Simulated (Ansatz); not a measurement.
# Ge: single-point calculation

The run: single-point calculation of Ge (8 atoms in the cell). Method and program: DFT r2SCAN, scalar-relativistic, plane waves, PAW, no spin polarisation (Ansatz 0.2.0).

The structure derives from a Materials Project entry. It belongs to a series of runs on one base structure; here: the relaxed cell repeated 4 times.

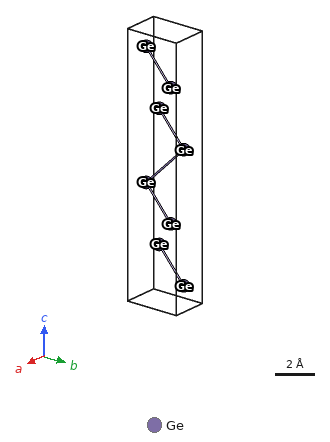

Fig. 1: The input geometry (ball-and-stick view of the cell of the calculation, seen at an oblique angle). An atom can appear more than once, as a periodic image.

**Input**
```yaml
crystal:
  lattice:
    - [0.0, 0.0, -2.8186432096]
    - [-2.5738610839, -2.5731635146, -1.4093216048]
    - [-10.2954443357, 10.2926540583, 0.0]
  atoms:
    - { symbol: Ge, position: [0.2502114235, 0.75, 0.0625] }
    - { symbol: Ge, position: [0.7502114235, 0.75, 0.8125] }
    - { symbol: Ge, position: [0.2502114235, 0.75, 0.5625] }
    - { symbol: Ge, position: [0.7502114235, 0.75, 0.3125] }
    - { symbol: Ge, position: [0.7497885765, 0.25, 0.4375] }
    - { symbol: Ge, position: [0.2497885765, 0.25, 0.1875] }
    - { symbol: Ge, position: [0.7497885765, 0.25, 0.9375] }
    - { symbol: Ge, position: [0.2497885765, 0.25, 0.6875] }
basis:
  ecutwfc: 500
kpoints:
  mp_grid: { grid: [22, 16, 4] }
hamiltonian:
  xc: r2scan
scf:
  occupations: { method: gaussian, width: 0.15 }
output:
  forces: true
  stress: true
  eigenvalues: true
  write_density: true
  write_potential: true
  elf: true
  volumetric_format: npy
```

Hardware: 2 threads of Intel Xeon (Granite Rapids), 192 GiB of memory available, shared host.

Command:
```bash
ansatz run input.yaml --threads 2 --pin off --max-ram 5120MiB --backend cpu --events-out ev --progress --plain --runs-dir out
```

**Log**
```
Warning: crystal.symmetry: narrowed to the stabiliser of the k-point mesh — unitary ops 16 → 8; excluded 8 operations that carry a point of the 22×16×4 mesh (shift [0, 0, 0]) off the mesh (the run samples exactly the mesh kpoints.mp_grid names, as under crystal.symmetry.detect: false, and its converged state has the mesh's symmetry, not the crystal's; ε∞, the Born charges and the force constants of a linear response (`dielectric:` by the response, `phonons.method: dfpt`) are averaged over those of the crystal's operations that the state keeps within a tolerance, where `mesh_tensors`, `unaveraged_element` or `gamma_mean_max_change_ev_ang2` stands beside them; a row that `dielectric.field_direction` solves alone is averaged likewise, with nothing beside; a Γ-centred mesh of equal divisions is mapped onto itself by every operation and keeps the whole group, as does a half-shifted one under kpoints.further_shifts: images)
Engine: ansatz 0.2.0, x86_64-unknown-linux-gnu
Pseudopotentials: kind: paw
Pseudopotential: Ge, paw, valence charge 14, recommended cutoff 500 eV (meta_gga), Ge.paw.azcp
Functional definition: r2SCAN
  parameter k0 = 0.174
  parameter k1 = 0.065
  parameter a1 = 4.9479
  exchange = r2scan_x(k0 = k0, k1 = k1, a1 = a1)
  correlation = r2scan_c
Crystal: 8 atoms, lattice volume = 149.342 Å³
Basis set: ecut = 500 eV, 3769 PW (Γ), exchange–correlation on 96×120×432 points (64 copies of the dense FFT grid, shifted against one another)
Bands: 68, of which v1, the nominal top of the filled ones, is band 56 counted from 1 (55 counted from 0)
Symmetry: 8 space group operations
k-points: 708 of 1408
Non-local potential: Ge, projectors of the file, l = 0: 2, l = 1: 2, l = 2: 3, l = 3: 1
PAW form: soft (Blöchl's): semilocal exchange-correlation on the pseudo side does not see the compensation charge
PAW frozen core: Ge, regenerated for the run's functional (the file was generated under x = pbe(κ = 0.804, μ = 0.2195149727645171), c = pbe(β = 0.06672455060314922))
PAW one-centre angular grid: Ge, 590 points (default); XC on 160 Gauss nodes
Initial density: superposition of atomic densities (neutral atoms: chi_scale 0, normalization atom), corrected by the library's trained network
Initial wavefunctions: pseudopotential atomic-orbital guess
Functional: x = r2scan, c = r2scan; τ floored in thin density (d = 2e-4 eV/Å³)
SCF iter   1: F=—  HF=-34420.256977 eV  |F-HF|=—  |Δ(HF+E_count)|=         —  Δρ=7.20e-3  dr2=2.43e-2  dr2_τ=6.96e-3  ethr=1.77e-3  ⟨swp⟩=5.3  Hψ=165274  notcnv=0  defer=103
preconditioner: auto → Kerker (q_TF=auto, 2.601 Å⁻¹)  [metal: Δε(μ)=0.002 eV  Ē_g=23.587 eV  σ=0.150 eV  W_gap=0.01  n_scr=50 (ndim 8)  ℏωp=32.2 eV  f_vac=0.000  D(μ)=2.77/eV (n_scr^D=14)]
SCF iter   2: F=—  HF=-34420.358445 eV  |F-HF|=—  |Δ(HF+E_count)|=   1.01e-1  Δρ=2.57e-3  dr2=4.36e-3  dr2_τ=9.03e-5  ethr=2.17e-5  ⟨swp⟩=2.0  Hψ=99408  notcnv=0  defer=2601
SCF iter   3: F=—  HF=-34420.360970 eV  |F-HF|=—  |Δ(HF+E_count)|=   2.52e-3  Δρ=1.71e-3  dr2=2.30e-3  dr2_τ=2.95e-5  ethr=3.90e-6  ⟨swp⟩=1.0  Hψ=44569  notcnv=0  defer=2601
SCF iter   4: F=—  HF=-34420.362406 eV  |F-HF|=—  |Δ(HF+E_count)|=   1.44e-3  Δρ=3.83e-4  dr2=2.00e-4  dr2_τ=2.01e-6  ethr=2.05e-6  ⟨swp⟩=2.0  Hψ=55942  notcnv=0  defer=2601
SCF iter   5: F=—  HF=-34420.362515 eV  |F-HF|=—  |Δ(HF+E_count)|=   1.09e-4  Δρ=7.33e-5  dr2=9.51e-6  dr2_τ=4.08e-8  ethr=1.79e-7  ⟨swp⟩=2.0  Hψ=55942  notcnv=0  defer=2601
SCF iter   6: F=—  HF=-34420.362504 eV  |F-HF|=—  |Δ(HF+E_count)|=   1.09e-5  Δρ=7.41e-6  dr2=7.43e-8  dr2_τ=5.66e-10  ethr=8.93e-11  ⟨swp⟩=10.2  Hψ=321446  notcnv=0
SCF iter   7: F=-34420.362504 eV  HF=-34420.362504 eV  |F-HF|=1.60e-9  |Δ(HF+E_count)|=   2.14e-8  Δρ=1.54e-6  dr2=2.60e-9  dr2_τ=5.07e-11  ethr=6.63e-11  ⟨swp⟩=5.0  Hψ=231161  notcnv=0
SCF 1 converged in 7 iterations: F = -34420.362504 eV  dr2 = 2.60e-9
  greatest PAW one-centre occupation: 0.998 electrons in one spin orbital (limit 2), on the Ge atom at site 7 (counted from 0), in its partial waves of l = 2
```

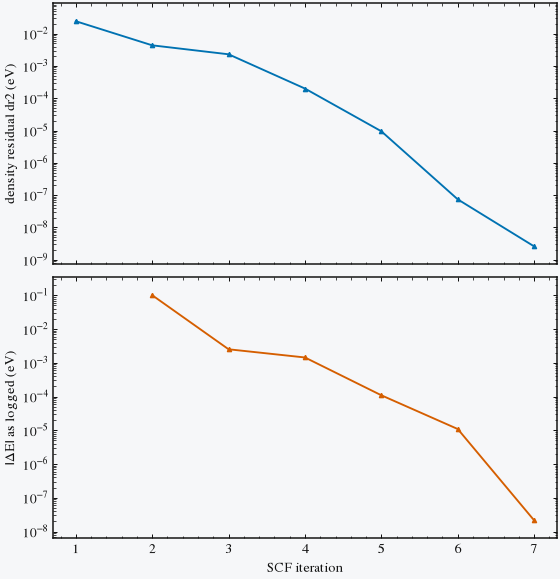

Fig. 2: Convergence of the self-consistent field: density residual dr2 and size of the energy change against the SCF iteration. The residual falls at every step.

```
SCF converged after 7 iterations
Free energy (F): -34420.362504 eV
Harris-Foulkes:  -34420.362504 eV  (|F-HF|=1.60e-9)
Internal energy: -34420.331394 eV  (E = F + TS)
E sigma→0 (E₀):  -34420.346949 eV
Entropy (-TS):   -0.031110 eV (-3.889 meV/atom)
Fermi energy:    10.956534 eV
--- Per-component energies (eV) ---
  E_band       = -974.255304
  E_kinetic    = 884.080248
  E_local      = -17217.488745  (includes V_loc(G=0)·N_el)
  E_nonlocal   = 3343.466322
  E_hartree    = 7550.674367
  E_xc         = -552.896132
  E_vxc        = -544.216751  (∫ρ·V_xc dr)
  E_paw        = -16255.689336  (= ΣΔE_a)
  E_vpaw       = -2572.483513  (= ΣTr[D̂ρ^β])
  E_aug_tail   = 0.000127  (compensation charges beyond the density's cutoff)
  E_vtau       = 31.042267  (kinetic-family band-sum trace: ∫τ·v_τ [+ j·A + Jᵃ·Aᵃ] dr)
  E_ewald      = -12163.792119
  E_core_change = -8.686126  (= ΣΔE_core)
  E_smearing   = -0.031110  (= −TS)
  E_closure    = -0.000000  (closes the sum)
  Σ components = -34420.362504   (vs F -34420.362504, Δ=0.00e0)
--- Forces (eV/Å), atoms counted from 1 ---
  atom   1  Ge    -0.00158347     0.00161487     0.00024920
  atom   2  Ge    -0.00158347     0.00161487     0.00024920
  atom   3  Ge    -0.00158347     0.00161487     0.00024920
  atom   4  Ge    -0.00158347     0.00161487     0.00024920
  atom   5  Ge     0.00158347    -0.00161487    -0.00024920
  atom   6  Ge     0.00158347    -0.00161487    -0.00024920
  atom   7  Ge     0.00158347    -0.00161487    -0.00024920
  atom   8  Ge     0.00158347    -0.00161487    -0.00024920
  max |Σ_I F_I| component: 2.17e-19 eV/Å
--- Stress (GPa, compression-positive) ---
       -0.273556       0.026839      -0.067642
        0.026839      -0.253007      -0.067087
       -0.067642      -0.067087       0.338541
  P = ⅓ Tr σ = -0.0627 GPa (-0.627 kbar)
--- Band table (eV; the first three rows and the last of 708) ---
  k-point 0: bands = ["-14.4698", "-14.4367", "-14.4367", "-14.4248", "-14.4248", "-14.4241", "-14.4241", "-14.4192", "-14.4040", "-14.4040", "-14.3874", "-14.3867", "-14.3589", "-14.3589", "-14.3575", "-14.3575", "-14.2970", "-14.2970", "-14.2922", "-14.2921", "-14.2799", "-14.2794", "-14.2734", "-14.2731", "-14.2659", "-14.2659", "-14.2649", "-14.2649", "-14.2600", "-14.2600", "-14.2492", "-14.2492", "-14.2237", "-14.2237", "-14.2221", "-14.2221", "-14.2015", "-14.1678", "-14.1678", "-14.1350", "-2.9106", "-2.1853", "-2.1853", "-0.0273", "-0.0267", "3.4292", "3.4292", "6.9232", "8.4812", "8.4840", "9.2735", "9.2735", "10.7730", "10.7730", "11.5795", "11.5801", "13.2056", "13.2060", "14.7567", "15.1863", "15.1863", "16.4548", "16.4548", "18.0072", "18.0072", "18.7506", "18.7507", "18.9663"]
  k-point 1: bands = ["-14.4677", "-14.4508", "-14.4262", "-14.4261", "-14.4229", "-14.4207", "-14.4197", "-14.4196", "-14.4103", "-14.3976", "-14.3881", "-14.3854", "-14.3796", "-14.3701", "-14.3425", "-14.3394", "-14.3088", "-14.3080", "-14.2891", "-14.2807", "-14.2784", "-14.2776", "-14.2726", "-14.2723", "-14.2702", "-14.2683", "-14.2657", "-14.2651", "-14.2598", "-14.2529", "-14.2519", "-14.2463", "-14.2348", "-14.2320", "-14.2134", "-14.2111", "-14.2028", "-14.1824", "-14.1546", "-14.1374", "-2.8652", "-2.5024", "-1.7781", "-0.6974", "0.7265", "2.4633", "4.4389", "6.4062", "8.5324", "8.9028", "8.9289", "9.7135", "10.2016", "10.8697", "11.3306", "12.3728", "12.5300", "13.9412", "14.1848", "14.9823", "15.5785", "16.2306", "16.6773", "17.3281", "18.2849", "18.7357", "18.7386", "18.8270"]
  k-point 2: bands = ["-14.4613", "-14.4613", "-14.4267", "-14.4267", "-14.4211", "-14.4211", "-14.4160", "-14.4160", "-14.4002", "-14.4002", "-14.3920", "-14.3920", "-14.3795", "-14.3795", "-14.3260", "-14.3260", "-14.3222", "-14.3222", "-14.2837", "-14.2837", "-14.2750", "-14.2750", "-14.2707", "-14.2707", "-14.2698", "-14.2698", "-14.2681", "-14.2681", "-14.2554", "-14.2554", "-14.2445", "-14.2445", "-14.2410", "-14.2410", "-14.2069", "-14.2069", "-14.1972", "-14.1972", "-14.1441", "-14.1441", "-2.7291", "-2.7291", "-1.2818", "-1.2818", "1.5589", "1.5589", "5.4591", "5.4591", "8.6814", "8.6814", "9.5767", "9.5767", "10.2464", "10.2464", "11.9089", "11.9089", "13.2435", "13.2435", "14.7347", "14.7347", "15.6412", "15.6412", "17.2859", "17.2859", "18.1301", "18.1301", "18.7882", "18.7882"]
  k-point 707: bands = ["-14.4278", "-14.4278", "-14.4276", "-14.4276", "-14.3760", "-14.3760", "-14.3759", "-14.3759", "-14.3623", "-14.3623", "-14.3621", "-14.3621", "-14.3347", "-14.3347", "-14.3347", "-14.3347", "-14.3199", "-14.3199", "-14.3196", "-14.3196", "-14.3053", "-14.3053", "-14.3053", "-14.3053", "-14.2432", "-14.2432", "-14.2431", "-14.2431", "-14.2368", "-14.2368", "-14.2367", "-14.2367", "-14.2024", "-14.2024", "-14.2023", "-14.2023", "-14.1792", "-14.1792", "-14.1789", "-14.1789", "2.4300", "2.4300", "2.4300", "2.4300", "4.6739", "4.6739", "4.6772", "4.6772", "7.2322", "7.2322", "7.2365", "7.2365", "8.8430", "8.8430", "8.8453", "8.8453", "10.4634", "10.4634", "10.4678", "10.4678", "13.6147", "13.6147", "13.6198", "13.6198", "14.4422", "14.4422", "14.4474", "14.4474"]
```

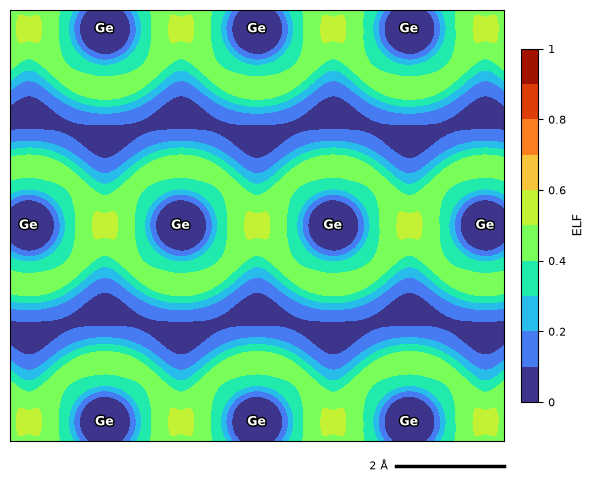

Fig. 3: Electron localisation function on the (001) plane of the calculation cell. The section cuts through Ge sites. Ge–Ge (2.82 Å): the ELF is about 0.50 at the midpoint (metallic bonding. Core electrons are frozen (PAW), so the fields are smoothed inside the atomic spheres.

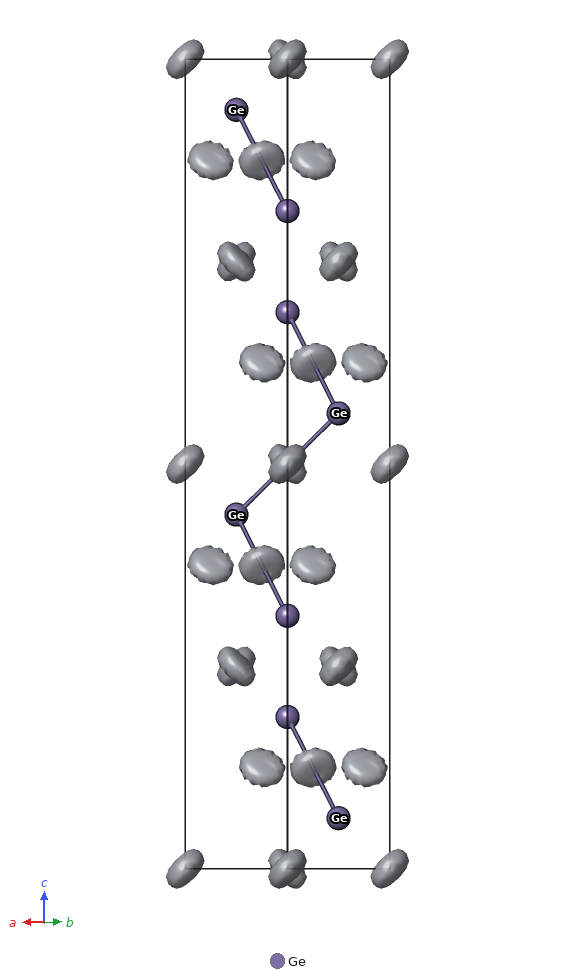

Fig. 4: Isosurface of the electron localisation function at 0.6 (grey), seen along [110]. Core shells and regions of very low density are left out. Sticks mark near contacts. The outline is the calculation cell. The ELF exceeds this value in 16 regions between bonded Ge–Ge atoms (shared pairs), counted in one cell of 8 atoms. Along the contacts the grid gives the following. Ge–Ge (2.67 Å): the ELF peaks at about 0.65 between the atoms. Ge–Ge (2.82 Å): the ELF is about 0.50 at the midpoint, as expected for nearly free electrons, as in a simple metal.

**Key numbers**

| quantity | value |
| --- | --- |
| outcome | converged |
| space group (tolerance 0.01 Å) | I4₁/amd (141) |
| electrons treated | 112 |
| free energy | −34420.3625 eV |
| Fermi energy | 10.957 eV |
| gap on the k-point mesh | none (metallic) |
| pressure | −0.06 GPa |
| largest force (length of the vector) | 0.002 eV/Å |
| wall time | 3.5 min (CPU time 6.9 min) |
| peak memory | 4.5 GiB |

The program warns: the k-point mesh lowers the symmetry that the run can use.
